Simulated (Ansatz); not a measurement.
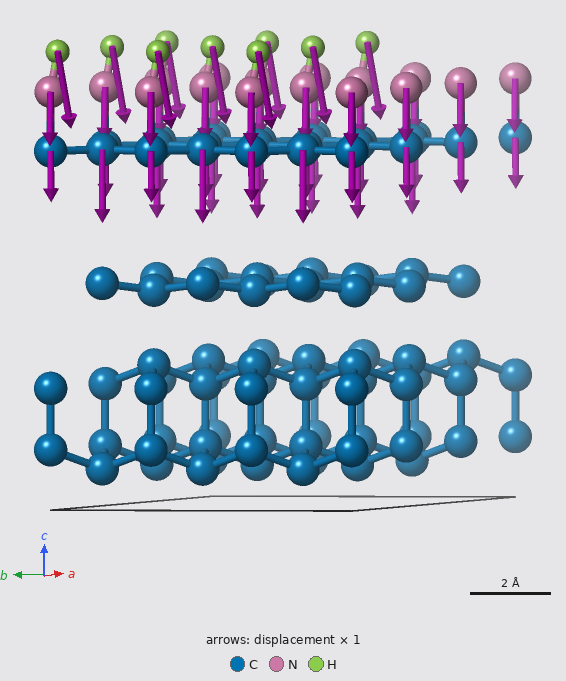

A constrained relaxation of a slab of composition HC8N (cut from the Fd-3m phase). The starting structure is drawn; purple arrows show the displacements, at their true length.

A ball-and-stick model of the 3 × 3 repeat of the cell, outlined in the plane, without the vacuum, seen from a free direction.

Case: NH put at a top C site. The slab is the (1 1 1) face of C with NH on it. 4 atoms are held fixed.

These are results of Ansatz, DFT PBEsol, scalar-relativistic, plane waves, PAW, not measurements.

Input
```yaml
crystal:
  lattice:
    - [2.5129226041, 0.0, 0.0]
    - [-1.2564613021, 2.1762548129, 0.0]
    - [0.0, 0.0, 26.6683263218]
  atoms:
    - { symbol: C, position: [0.3333333333, 0.6666666667, 0.3187301631] }
    - { symbol: C, position: [0.0, 0.0, 0.3379645227] }
    - { symbol: C, position: [0.0, 0.0, 0.3956676016] }
    - { symbol: C, position: [0.6666666667, 0.3333333333, 0.4149019612] }
    - { symbol: C, position: [0.6666666667, 0.3333333333, 0.4851264275] }
    - { symbol: C, position: [0.3333333333, 0.6666666667, 0.4929052213] }
    - { symbol: C, position: [0.3333333333, 0.6666666667, 0.6185767168] }
    - { symbol: C, position: [0.0, 0.0, 0.6186586528] }
    - { symbol: "N", position: [0.0, 0.0, 0.6741551988], spin: 2.0 }
    - { symbol: H, position: [0.0490084019, -0.0428231944, 0.7116528651] }
basis:
  ecutwfc: 420
kpoints:
  mp_grid: { grid: [12, 12, 1] }
hamiltonian:
  xc: pbesol
scf:
  occupations: { method: gaussian, width: 0.05 }
output:
  forces: true
  eigenvalues: true
  populations: true
  write_density: true
  write_potential: true
  elf: true
  volumetric_format: npy
magnetization:
  spin_polarized: true
relax:
  adjacent_minimum: "off"
  f_tol: 0.03
  max_steps: 70
  constraints: [{ sites: [0, 1, 2, 3] }]
efield:
  axis: 3
  dipole_correction: true
  ramp_width: 0.04
```

Run as
```bash
ansatz run input.yaml --threads 2 --pin off --max-ram 5120MiB --backend cpu --events-out ev --progress --plain --runs-dir out
```

Q: Describe the change and its energy.

A: Over 17 accepted moves (18 points after the start) the energy falls by 5.893 eV per cell of the calculation. Largest force component: 5.3 eV/Å at the start, 0.014 eV/Å at the end. The line search rejected the trial step at point 16 of the run. The atom that moves furthest is H10 (2.12 Å at 22° to the normal (−c side)). Largest moves by element: H 2.12 Å, C 1.84 Å, N 1.37 Å. The cell doesn't change. Some distances before and after: C6–C7 3.351 → 1.531 Å, C4–C5 1.873 → 1.540 Å, C7–C8 1.451 → 1.565 Å, C8–N9 1.480 → 1.405 Å. New bonds form, among them: C4–C5 (1.87 → 1.54 Å), C6–C7 (3.35 → 1.53 Å). Bond angles that change, for instance: C8–N9–H10 168.7° → 109.6°, C7–C8–N9 90.1° → 112.8°, C7–C8–N9 90.1° → 110.5°. The program noted that the starting moments weren't kept.

Limits of the set-up: the periodic images lie only 2.5 Å apart, so the values are limited by the cell's size.
